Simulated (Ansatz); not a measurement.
# ZrO$_{2}$: phonon calculation

- system: ZrO$_{2}$ (Fm-3m, 3 atoms in the cell)
- method: DFT PBEsol, scalar-relativistic, plane waves, PAW, no spin polarisation (Ansatz 0.2.0)

The structure derives from an entry of the Crystallography Open Database. It belongs to a series of runs on one base structure; here: zone-centre phonons at 6 GPa. Figures and captions count atoms from 1; the log counts them from 0 in places.

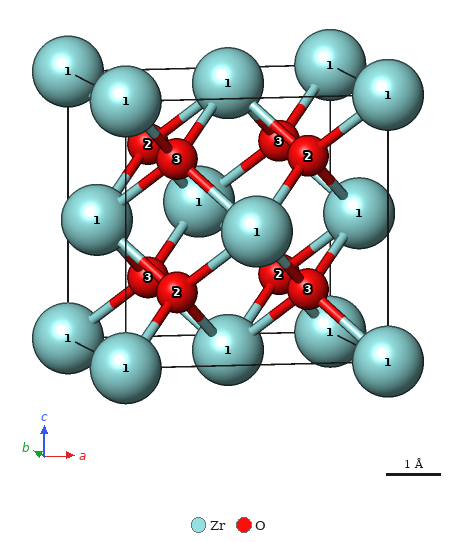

Figure 1. The structure (ball-and-stick view of the cell 4 times as large as that of the calculation, set on its symmetry axes, seen slightly off an axis; atoms are numbered from 1 in the order of the input). Near neighbours in the crystal (not all of them lie inside the picture): Zr has 8 O at 2.18 Å; O has 4 Zr at 2.18 Å.

Input file
```yaml
crystal:
  lattice:
    - [0.0, 2.5131552955, 2.5131552955]
    - [2.5131552955, 0.0, 2.5131552955]
    - [2.5131552955, 2.5131552955, 0.0]
  atoms:
    - { symbol: Zr, position: [0.0, 0.0, 0.0] }
    - { symbol: O, position: [0.25, 0.25, 0.25] }
    - { symbol: O, position: [0.75, 0.75, 0.75] }
basis:
  ecutwfc: 420
kpoints:
  mp_grid: { grid: [8, 8, 8] }
hamiltonian:
  xc: pbesol
scf:
  occupations: { method: fixed }
output:
  eigenvalues: true
phonons:
  method: dfpt
  dielectric: true
  rigid_motions: translations
  eigenvectors: true
```

Machine: 1 thread of Intel Xeon @ 2.50GHz (Skylake/Cascade Lake), 189 GiB of memory available, shared host.

Command:
```bash
ansatz run input.yaml --threads 1 --pin off --max-ram 3072MiB --backend cpu --events-out ev --progress --plain --runs-dir out
```

Log
```
Engine: ansatz 0.2.0, x86_64-unknown-linux-gnu
Pseudopotentials: kind: paw
Pseudopotential: Zr, paw, valence charge 12, recommended cutoff 420 eV (normal), Zr.paw.azcp
Pseudopotential: O, paw, valence charge 6, recommended cutoff 420 eV (normal), O.paw.azcp
Functional definition: PBEsol
  exchange = pbesol_x
  correlation = pbesol_c
Crystal: 3 atoms, lattice volume = 31.746 Å³
Basis set: ecut = 420 eV, 609 PW (Γ), exchange–correlation on 48×48×48 points (8 copies of the dense FFT grid, shifted against one another)
Bands: 16, of which v1, the nominal top of the filled ones, is band 12 counted from 1 (11 counted from 0)
Symmetry: 48 space group operations
k-points: 95 of 512 (irreducible under 4 space group operations, time reversal used)
Non-local potential: Zr, projectors of the file, l = 0: 3, l = 1: 2, l = 2: 2, l = 3: 2
Non-local potential: O, projectors of the file, l = 0: 2, l = 1: 2, l = 2: 1
PAW form: soft (Blöchl's): semilocal exchange-correlation on the pseudo side does not see the compensation charge
PAW frozen core: Zr, regenerated for the run's functional, and the local potential with it (the file was generated under x = pbe(κ = 0.804, μ = 0.2195149727645171), c = pbe(β = 0.06672455060314922))
PAW frozen core: O, regenerated for the run's functional, and the local potential with it (the file was generated under x = pbe(κ = 0.804, μ = 0.2195149727645171), c = pbe(β = 0.06672455060314922))
PAW one-centre angular grid: Zr, 590 points (default); XC on 64 Gauss nodes
PAW one-centre angular grid: O, 110 points (default); XC on 64 Gauss nodes
Initial density: superposition of atomic densities (neutral atoms: chi_scale 0, normalization atom), corrected by the library's trained network
Initial wavefunctions: pseudopotential atomic-orbital guess
Functional: x = pbesol(κ = 0.804, μ = 0.12345679012345678), c = pbesol(β = 0.046)
SCF iter   1: F=—  HF=-5255.633203 eV  |F-HF|=—  |Δ(HF+E_count)|=         —  Δρ=1.67e-2  dr2=6.96e-2  ethr=1.77e-3  ⟨swp⟩=4.0  Hψ=6647  notcnv=0  defer=190
preconditioner: auto → none  [insulator: Δε(μ)=3.184 eV  Ē_g=17.394 eV  n_scr=14 (ndim 8)  ℏωp=30.9 eV  f_vac=0.020  ε∞_Penn≈4.2]
SCF iter   2: F=—  HF=-5255.623686 eV  |F-HF|=—  |Δ(HF+E_count)|=   9.52e-3  Δρ=1.10e-2  dr2=3.27e-2  ethr=2.90e-4  ⟨swp⟩=2.0  Hψ=3185  notcnv=0  defer=190
SCF iter   3: F=—  HF=-5255.614986 eV  |F-HF|=—  |Δ(HF+E_count)|=   8.70e-3  Δρ=1.40e-3  dr2=3.88e-4  ethr=1.36e-4  ⟨swp⟩=2.0  Hψ=2302  notcnv=0  defer=190
SCF iter   4: F=—  HF=-5255.614957 eV  |F-HF|=—  |Δ(HF+E_count)|=   2.98e-5  Δρ=3.71e-4  dr2=1.48e-5  ethr=1.62e-6  ⟨swp⟩=2.0  Hψ=2835  notcnv=0  defer=190
SCF iter   5: F=—  HF=-5255.614962 eV  |F-HF|=—  |Δ(HF+E_count)|=   5.24e-6  Δρ=5.34e-5  dr2=9.04e-7  ethr=6.17e-8  ⟨swp⟩=2.7  Hψ=2702  notcnv=0
SCF iter   6: F=—  HF=-5255.614961 eV  |F-HF|=—  |Δ(HF+E_count)|=   4.87e-7  Δρ=6.15e-6  dr2=7.24e-9  ethr=3.77e-9  ⟨swp⟩=2.7  Hψ=2729  notcnv=0
SCF iter   7: F=-5255.614961 eV  HF=-5255.614961 eV  |F-HF|=3.27e-11  |Δ(HF+E_count)|=   2.88e-9  Δρ=6.15e-7  dr2=6.38e-11  ethr=1.00e-12  ⟨swp⟩=6.1  Hψ=9879  notcnv=0
SCF 1 converged in 7 iterations: F = -5255.614961 eV  dr2 = 6.38e-11
  greatest PAW one-centre occupation: 0.996 electrons in one spin orbital (limit 2), on the Zr atom at site 0 (counted from 0), in its partial waves of l = 0
```

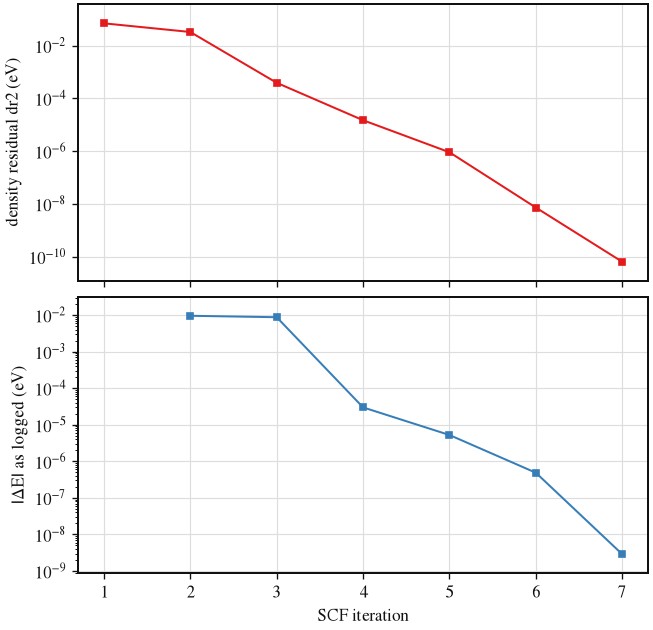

Figure 2. Convergence of the self-consistent field: density residual dr2 and size of the energy change against the SCF iteration. The residual falls at every step.

```
DFPT response loops at Γ: preconditioner auto → none (the input reference at scf.mixing.eps_inf says where Resta's filter doesn't serve); β = 0.50; Broyden in place of MSR1
SCF converged after 7 iterations
Free energy (F): -5255.614961 eV
Harris-Foulkes:  -5255.614961 eV  (|F-HF|=3.27e-11)
Internal energy: -5255.614961 eV  (E = F + TS)
E sigma→0 (E₀):  -5255.614961 eV
Fermi energy:    12.640012 eV
--- Per-component energies (eV) ---
  E_band       = -48.654569
  E_kinetic    = 689.411756
  E_local      = -1109.105250  (includes V_loc(G=0)·N_el)
  E_nonlocal   = 173.519009
  E_hartree    = 365.376196
  E_xc         = -309.566218
  E_vxc        = -381.839433  (∫ρ·V_xc dr)
  E_paw        = -3203.696910  (= ΣΔE_a)
  E_vpaw       = -151.397796  (= ΣTr[D̂ρ^β])
  E_aug_tail   = 0.004987  (compensation charges beyond the density's cutoff)
  E_ewald      = -1861.794827
  E_core_change = 0.236296  (= ΣΔE_core)
  E_smearing   = -0.000000  (= −TS)
  E_closure    = 0.000000  (closes the sum)
  Σ components = -5255.614961   (vs F -5255.614961, Δ=0.00e0)
--- Band table (eV; the first three rows and the last of 95) ---
  k-point 0: bands = ["-35.1332", "-12.9962", "-12.9962", "-12.9962", "-5.6855", "-2.9289", "7.1321", "7.1321", "7.1321", "12.0857", "12.0857", "12.0857", "16.0272", "16.0272", "19.2901", "22.4992"]
  k-point 1: bands = ["-35.1246", "-13.1345", "-13.0087", "-13.0087", "-5.4374", "-3.1038", "7.2912", "7.2912", "7.5875", "11.7077", "11.7852", "11.7852", "16.3450", "16.3450", "19.7640", "21.9233"]
  k-point 2: bands = ["-35.1038", "-13.4414", "-13.0388", "-13.0388", "-4.9209", "-3.3974", "7.6788", "7.6788", "8.6457", "10.9582", "11.2723", "11.2723", "16.7974", "16.7974", "19.6287", "21.7826"]
  k-point 94: bands = ["-35.0547", "-13.5667", "-13.5667", "-13.2128", "-3.7540", "-3.7540", "7.6660", "7.7712", "10.1745", "10.1745", "11.2026", "12.4257", "17.1876", "17.3635", "19.2529", "19.2529"]
--- Phonons (Γ-DFPT): 2 representative perturbations + reference, on 95 of 512 k-points (Σ response iterations 6) ---
  k mesh reduced under 4 symmetry operations, with k and −k counted as one. Each operation leaves every solved perturbation unchanged. A smaller set is not considered because the run solves the response to a homogeneous field
  ASR residual: 5.729e-4 → 0.000e0 eV/Å²; symmetrization residual: 3.298e-7 eV/Å²
  ASR residual per site (eV/Å²): 5.73e-4 3.63e-4 3.63e-4
  Γ frequencies (cm⁻¹): 0.00 0.00 0.00 271.21 271.21 271.21 585.18 585.18 585.18
  ε∞ (high-frequency dielectric tensor):
        5.822594    -0.000000     0.000000
        0.000000     5.822594     0.000000
        0.000000     0.000000     5.822594
  ε⁰ (static dielectric tensor: ions relaxed, cell fixed):
       35.237812    -0.000000    -0.000000
       -0.000000    35.237812     0.000000
       -0.000000     0.000000    35.237812
  ε⁰ − ε∞ (ionic part):
       29.415218    -0.000000    -0.000000
       -0.000000    29.415218     0.000000
       -0.000000     0.000000    29.415218
  softest optical mode at Γ: 271.21 cm⁻¹; the repairs (sum rule, projections) moved no ω² at Γ by more than (2.50 cm⁻¹)²
  Born effective charges Z* (e; rows j = field, columns β = displacement):
    site 0:
         5.75040   -0.00000   -0.00000
        -0.00000    5.75040   -0.00000
         0.00000    0.00000    5.75040
    site 1:
        -2.87520   -0.00000    0.00000
         0.00000   -2.87520    0.00000
        -0.00000   -0.00000   -2.87520
    site 2:
        -2.87520    0.00000   -0.00000
        -0.00000   -2.87520   -0.00000
         0.00000   -0.00000   -2.87520
  Z* charge neutrality: 2.701e-5 e pre-enforcement
  k-mesh period / interband length: 28.4 Å / 1.38 Å = 20.68 at k = (0.0000, 0.0000, 0.0000), direct gap 3.942 eV — 14 or more, which is no proof of convergence
  optical modes at Γ without the LO–TO term, one row a degenerate level:
      ω (cm⁻¹)  modes    IR ((D/Å)²/amu)
        271.21      3            96.6137
        585.18      3             0.0000
  optical modes at Γ + LO–TO along q̂ = [1.0000, 0.0000, 0.0000]:
      ω (cm⁻¹)  modes    IR ((D/Å)²/amu)
        271.21      2            64.4091
        585.18      3             0.0000
        667.20      1            32.2046
  optical modes at Γ + LO–TO along q̂ = [0.0000, 1.0000, 0.0000]:
      ω (cm⁻¹)  modes    IR ((D/Å)²/amu)
        271.21      2            64.4091
        585.18      3             0.0000
        667.20      1            32.2046
  optical modes at Γ + LO–TO along q̂ = [0.0000, 0.0000, 1.0000]:
      ω (cm⁻¹)  modes    IR ((D/Å)²/amu)
        271.21      2            64.4091
        585.18      3             0.0000
        667.20      1            32.2046
```

File optical_modes.tsv
```
# format = ansatz-optical-modes/1
# cell_volume_ang3 = 3.174592406160361e1
# eps_inf = 5.822594121120687e0 -6.573840876841765e-32 0e0 5.758530533717835e-32 5.822594121120687e0 8.24939992845866e-33 0e0 8.024708101613482e-36 5.822594121120687e0
# One row of degenerate optical modes each, rigid motions of the cell and of its bodies left out; wavenumber_inv_cm is that of the modes' mean omega^2, negative where that is. nan stands for what is not given.
# A row whose q is 0 0 0 is without the LO-TO term; the others hold that term of the approach to the zone centre along q, a Cartesian unit vector.
# oscillator_strength: the sum of Re conj(p) p^T over the row's modes, p that of Z* e/sqrt(mass) over the atoms, about the cell's centre of mass, e the mode's unit eigenvector; ir_intensity: its trace, 23.0708 in its unit to 1 in that of the other. The rows at q 0 0 0 hold the undamped dielectric function at nu cm^-1, of a cell of V A^3: eps_inf + (4.92064e7/V) sum oscillator_strength/(nu_row |nu_row| - nu^2). That is of the vibrations: a cell of net charge Q e and mass M amu holds -(4.92064e7/V) Q^2/(M nu^2) besides, of its free fall, and where the turns of a body are left out the sum lacks their strength.
# q_x	q_y	q_z	wavenumber_inv_cm	degeneracy	ir_intensity[(D/angstrom)^2/amu]	oscillator_strength_xx[e^2/amu]	oscillator_strength_xy[e^2/amu]	oscillator_strength_xz[e^2/amu]	oscillator_strength_yy[e^2/amu]	oscillator_strength_yz[e^2/amu]	oscillator_strength_zz[e^2/amu]
0e0	0e0	0e0	2.712117211053571e2	3	9.661366983326836e1	1.395902647309531e0	-2.7669569566748216e-33	-6.960047097539203e-32	1.395902647309531e0	1.293856076846546e-16	1.3959026473095315e0
0e0	0e0	0e0	5.851829018664359e2	3	8.684121408009169e-30	4.2205161137059043e-66	-7.049966272763309e-50	-1.0660818180080186e-48	2.856377154109037e-32	-2.857631165501501e-32	3.4784843029072014e-31
1e0	0e0	0e0	2.7121172110535707e2	2	6.440911322217895e1	1.273685625930177e-33	2.9815609477887003e-17	-2.981560947789206e-17	1.395902647309531e0	-4.7477281635812966e-17	1.3959026473095326e0
1e0	0e0	0e0	5.851829018664359e2	3	1.0792422319955944e-29	3.2064740203875084e-31	4.68132635922986e-33	-1.170767399124121e-32	3.4411657061156363e-32	-5.241702682226689e-32	1.127371931273745e-31
1e0	0e0	0e0	6.671978859297814e2	1	3.220455661108945e1	1.395902647309531e0	-6.874566579453613e-33	1.8695346976984629e-31	3.3855989704173877e-65	-9.207118259069306e-64	2.5038708771238952e-62
0e0	1e0	0e0	2.71211721105357e2	2	6.440911322217892e1	1.395902647309531e0	1.7570833211459978e-33	-6.960047097539203e-32	8.602914265289091e-33	1.0958481097987063e-16	1.3959026473095315e0
0e0	1e0	0e0	5.851829018664359e2	3	4.979023291002456e-31	4.99021431895032e-33	-3.3457841210795186e-49	4.2634898866917214e-48	8.602914265289091e-33	-6.552128352783361e-33	7.98838820811683e-33
0e0	1e0	0e0	6.671978859297814e2	1	3.220455661108945e1	7.07563599127394e-68	-3.142753412474146e-34	1.4565022168978776e-50	1.395902647309531e0	-6.469280384232734e-17	2.99817388916651e-33
0e0	0e0	1e0	2.7121172110535696e2	2	6.44091132221789e1	1.395902647309531e0	-3.760356220792292e-17	-6.806105476171326e-32	1.395902647309531e0	-3.01131254954548e-16	6.496157370664644e-32
0e0	0e0	1e0	5.851829018664358e2	3	1.236682008724448e-28	2.3746392625991766e-33	-1.0232706211044155e-32	-8.821933157804309e-32	1.824547110366211e-31	8.926245863022386e-31	5.175553997640084e-30
0e0	0e0	1e0	6.671978859297813e2	1	3.2204556611089465e1	1.0129846042276807e-33	2.9520534721153907e-33	3.76035622079241e-17	8.602914265289087e-33	1.095848109798706e-16	1.3959026473095315e0
```

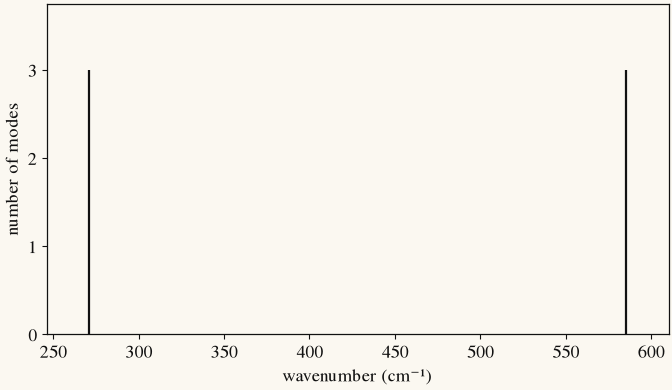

Figure 3. Optical phonons at the zone centre (no LO–TO term); neighbouring modes closer than 3 cm⁻¹ are counted in one stick. 6 modes from 271 to 585 cm⁻¹, none imaginary.

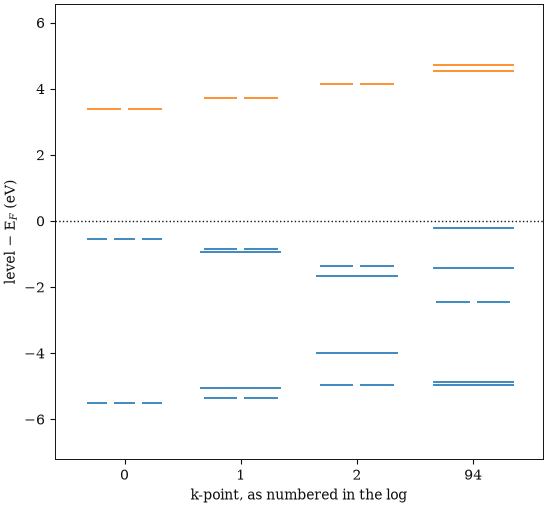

Figure 4. Kohn–Sham levels near the Fermi level (dotted) at the few k-points that the log prints; levels within 0.02 eV of each other stand side by side. Among these points the highest filled and lowest empty levels are 3.60 eV apart; the gap on the full mesh, 3.39 eV, has an edge at a point that isn't printed.

Results in brief

- outcome: converged
- space group (tolerance 0.01 Å): Fm-3m (225)
- electrons treated: 24
- free energy: −5255.6150 eV
- Fermi energy: 12.640 eV
- gap on the k-point mesh: 3.39 eV
- ε∞ (xx, yy, zz): 5.82, 5.82, 5.82
- Born charges (mean of the diagonal): Zr1 (5.75 e); O2, O3 (−2.88 e)
- wall time: 54 s
- peak memory: 0.52 GiB
